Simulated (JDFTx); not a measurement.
**A series of single points on Au**

System: Au (1 atom in the cell).
Method: Kohn-Sham DFT of a periodic cell, LDA, PseudoDojo-SR-LDA-0.4.1-standard, no spin polarisation (JDFTx 1.7.0 (patched build)).

The 7 runs differ only in the geometry, by an even scaling of the cell at fixed fractional positions. The structure derives from an entry of the Crystallography Open Database.

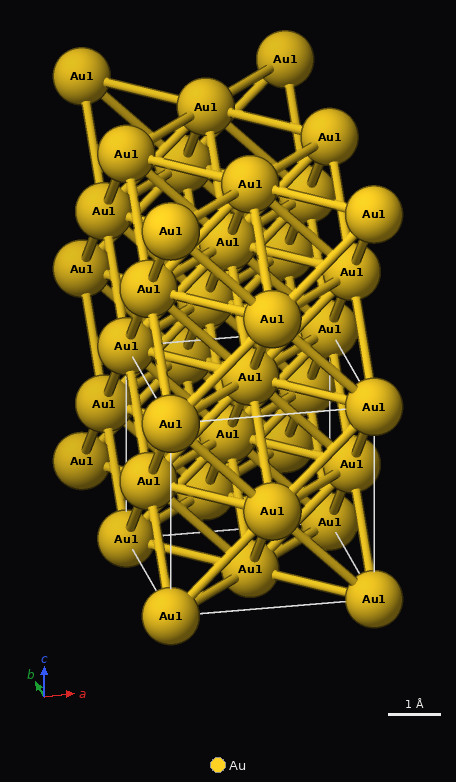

Figure 1. The structure of run 4 (ball-and-stick view of the cell 4 times as large as that of the calculation, set on its symmetry axes, repeated 1 × 2 × 2, seen at an oblique angle; atoms are numbered from 1 in the order of the input). An atom can appear more than once, as a periodic image.

### Input of run 4
```
lattice Face-Centered Cubic 7.6911853272
coords-type Lattice
ion Au     0.0000000000     0.0000000000     0.0000000000 1

ion-species pseudo/Au.upf
elec-cutoff 32
elec-ex-corr lda-PW
kpoint-folding 11 11 11
elec-smearing Fermi 0.0018374661
elec-n-bands 15
electronic-SCF nIterations 100 energyDiffThreshold 1e-09
electronic-minimize nIterations 30 energyDiffThreshold 1e-7
forces-output-coords Cartesian

dump-name run.$VAR
dump End Ecomponents EigStats BandEigs Kpoints Forces Stress ElecDensity Dtot KEdensity
```

Command:
```bash
jdftx -c 1 -i Au.in -o Au.out
```

Lattice vectors (Å) and fractional positions of run 4:
```
   0.000000    2.035000    2.035000
   2.035000    0.000000    2.035000
   2.035000    2.035000    0.000000
Au  0.000000  0.000000  0.000000
```

Run 2 has the same physical settings and fractional positions; its lattice vectors (Å) are:
```
   0.000000    2.007497    2.007497
   2.007497    0.000000    2.007497
   2.007497    2.007497    0.000000
```

### Results, with one run withheld

```tsv
run	volume per atom (Å³)	free energy per atom, from the lowest run given (meV)	pressure (GPa)
1	15.843	19.73	7.71
2	16.181	?	?
3	16.518	0.00	−1.43
4	16.855	3.47	−5.14
5	17.192	14.29	−8.39
6	17.529	31.78	−11.23
7	17.866	54.61	−13.66
```

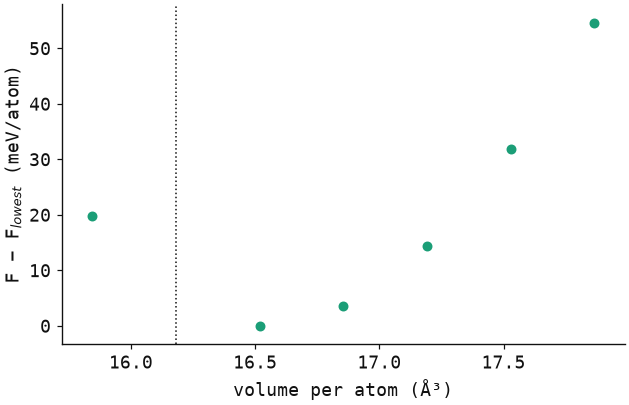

Figure 2. Free energy per atom of the runs given; the dotted line marks run 2.

Estimate the energy of run 2 from the others.

A cubic polynomial in V^(−2/3) (the Birch–Murnaghan form), fitted to the 6 runs given, misses them by at most 0.08 meV per atom. With x = V^(−2/3) − 0.15158 Å⁻², it reads F = 5.693 − 4625.1 x + 9.1953e+05 x² + 5.3019e+06 x³ (meV per atom). At run 2 it gives 4.97 meV per atom, and the run itself gives 5.01. The slope of the fit gives a pressure −dF/dV of 4.58 GPa there, and the run prints 2.84 GPa. The two needn't agree exactly: the fit is approximate, and the printed stress is taken on a finite basis. The fit has its minimum at 16.540 Å³ per atom, where V d²F/dV² gives 196 GPa: the bulk modulus at this level, since symmetry fixes the shape and the positions.

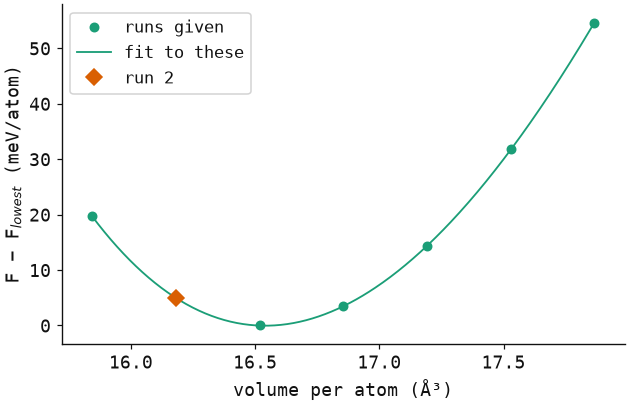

Figure 3. The fit and the withheld run.

### Some lines of the output (run 2)
```
[...]
unit cell volume = 109.192
     Etot =     -138.1888569957940831
        F =     -138.1889270067553070
	HOMO-LUMO gap: +0.006625
	Optical gap  : +0.068372 at state 34 ( [ +0.000000 +0.454545 +0.454545 ] spin 0 )
```

Notes: Spin–orbit coupling is left out, which matters for Au.
